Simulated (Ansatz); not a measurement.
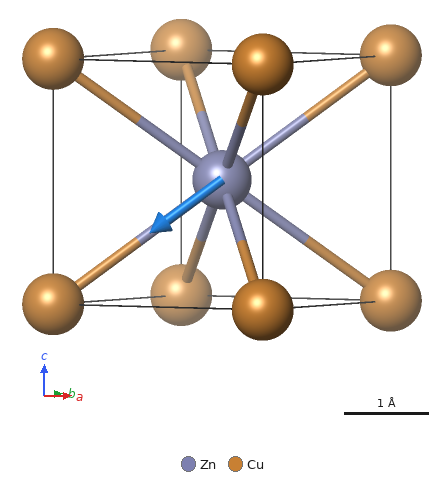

A crystal of ZnCu (Pm-3m): the whole Zn sublattice is shifted rigidly, towards the nearest copy of atom 2 (Cu) at 2.550 Å, all else fixed. The picture shows the reference cell. The blue arrows give the direction of positive displacement. The picture is a ball-and-stick view of the cell of the calculation, seen from a free direction.

Theory: Ansatz, DFT PBE, scalar-relativistic, plane waves, PAW. Set-up: plane-wave cutoff 420 eV; k-point mesh 16 × 16 × 16; occupations gaussian; smearing width 0.15 eV; no spin polarisation. Energies (free energies at the smearing named) are counted from the cell as listed in its source, which wasn't relaxed.

Input file:
```yaml
crystal:
  lattice:
    - [2.945, 0.0, 0.0]
    - [0.0, 2.945, 0.0]
    - [0.0, 0.0, 2.945]
  atoms:
    - { symbol: Zn, position: [0.5, 0.5, 0.5] }
    - { symbol: Cu, position: [0.0, 0.0, 0.0] }
basis:
  ecutwfc: 420
kpoints:
  mp_grid: { grid: [16, 16, 16] }
hamiltonian:
  xc: pbe
scf:
  occupations: { method: gaussian, width: 0.15 }
output:
  forces: true
  stress: true
  eigenvalues: true
```

Launched with:
```bash
ansatz run input.yaml --threads 1 --pin off --max-ram 2560MiB --backend cpu --events-out ev --progress --plain --runs-dir out
```

Q: Give the energy at each point (the displacement: −0.1000, −0.0750, −0.0500, −0.0250, 0.0000, 0.0125, 0.0250, 0.0375, 0.0500, 0.0625, 0.0750, 0.0875, 0.1000 Å).

A:
```
displacement (Å)  E − E(ref) (meV/cell)
         −0.1000                   24.4
         −0.0750                   13.6
         −0.0500                    6.0
         −0.0250                    1.5
          0.0000                    0.0
          0.0125                    0.4
          0.0250                    1.5
          0.0375                    3.4
          0.0500                    6.0
          0.0625                    9.4
          0.0750                   13.6
          0.0875                   18.6
          0.1000                   24.4
```

Points that are alike by symmetry were computed once.

The lowest computed point lies at the displacement 0.00 Å (0.0 meV/cell). At the ends of the scan the energy is 24.4 meV/cell (−0.10 Å) and 24.4 meV/cell (0.10 Å). The curvature at zero is about 4.8 eV/Å² per cell. The well is symmetric. At the highest point the shortest interatomic distance is 2.45 Å, against 2.55 Å in the reference. The distortion takes the space group from Pm-3m to R3m.

As a plot (hollow markers are points alike by symmetry):

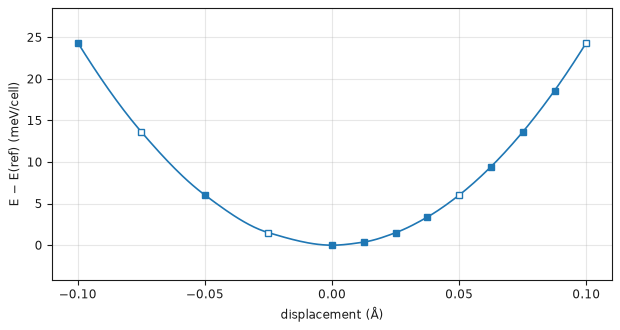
